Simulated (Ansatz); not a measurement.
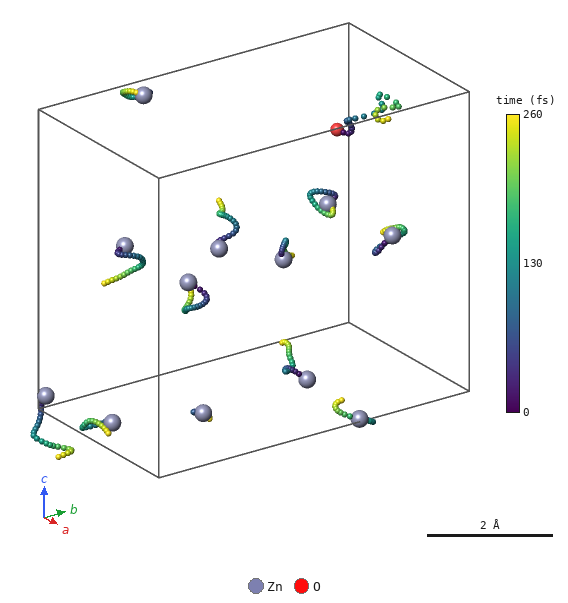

Molecular dynamics of Zn with an interstitial O (13 atoms in the cell), 260 fs long. Dots mark each atom's position at evenly spaced times, coloured by time; spheres stand at the starting positions. Seen slightly off an axis in the simulation cell.

Level of theory: DFT PBE, scalar-relativistic, plane waves, PAW (Ansatz). Settings: plane-wave cutoff 420 eV; k-point mesh 2 × 2 × 2; Fermi-Dirac smearing 0.15 eV; low-accuracy preset; constant energy (NVE); velocities drawn for 1800 K; time step 1 fs.

The input:
```yaml
accuracy: low
crystal:
  lattice:
    - [5.32, 0.0, 0.0]
    - [-3.99, 6.910883, 0.0]
    - [0.0, 0.0, 4.93696]
  atoms:
    - { symbol: Zn, position: [0.01247179, 0.01837777, 0.04133354] }
    - { symbol: Zn, position: [0.16679225, 0.21361353, 0.52072119] }
    - { symbol: Zn, position: [0.00368872, 0.33716118, -0.04943997] }
    - { symbol: Zn, position: [0.14633386, 0.52504235, 0.41711603] }
    - { symbol: Zn, position: [-0.01951247, 0.65389603, 0.00320028] }
    - { symbol: Zn, position: [0.14752082, 0.87490812, 0.46449769] }
    - { symbol: Zn, position: [0.52981627, 0.0323592, 0.06642317] }
    - { symbol: Zn, position: [0.66926657, 0.22325614, 0.51192898] }
    - { symbol: Zn, position: [0.49915793, 0.33707219, 0.00341054] }
    - { symbol: Zn, position: [0.65213827, 0.53641574, 0.49432668] }
    - { symbol: Zn, position: [0.51497552, 0.66576181, 0.02433155] }
    - { symbol: Zn, position: [0.67203284, 0.87995317, 0.47950582] }
    - { symbol: O, position: [0.35802893, 0.82313146, 0.77731289] }
basis:
  ecutwfc: 420.0
kpoints:
  mp_grid: { grid: [2, 2, 2] }
hamiltonian:
  xc: pbe
scf:
  occupations: { method: fermi_dirac, width: 0.15 }
  lower_state_search: "off"
md:
  timestep: 1
  n_steps: 260
  ensemble: nve
  temperature: 1800.0
  initial_velocities: maxwell_boltzmann
  seed: 531605
```

Command:
```bash
ansatz run input.yaml --threads 1 --pin off --max-ram 3072MiB --backend cpu --events-out ev --progress --plain --runs-dir out
```

How do the atoms move?

Answer. In the second half of the run the atoms are, in the root-mean-square, this far from where they began (common drift taken out): O 1.44 Å, Zn 0.47 Å. Against the typical shortest distance between atoms in the first frame, about 2.5 Å these are large excursions, but over 260 fs one can't yet tell strong vibration from the start of diffusion. Over the second half the temperature averages 1033 K (spread ±156 K). The first frame carries almost no forces, so kinetic energy first flows into potential energy: the temperature drops from 1800 to 600 K within 44 fs, and without a thermostat its mean stays below the start. The potential energy in the second half lies on average 91.5 meV per atom above the first frame.

Limits of the set-up: the k-point mesh is coarse for a cell with partly filled bands; the program's low-accuracy preset was used; the periodic images lie only 4.9 Å apart, so the values are limited by the cell's size.
